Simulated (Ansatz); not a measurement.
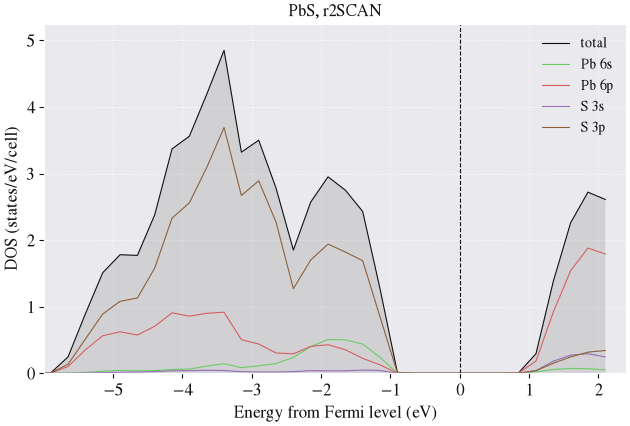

Density of states. Energies are counted from the Fermi level. The partial curves are projected on Löwdin-orthogonalised atomic shells.

System: PbS, space group P1 (No. 1), 4 atoms in the cell.

Level of theory: DFT with r2SCAN, PAW plane waves, no spin polarisation, 4×4×3 k mesh, 500 eV cutoff; code Ansatz.

> Metal or insulator, going by the density of states?

There is a gap; over the k points computed it is 1.94 eV.

> Where is the tallest peak in the window, and which states make it?

The tallest peak in the window is at −3.4 eV; by projected weight it is S 3p (75 %) and Pb 6p (20 %).

The atoms aren't at rest in this cell (largest force 0.6 eV/Å), so the relaxed material can differ. Spin-orbit coupling is left out, which matters for Pb.
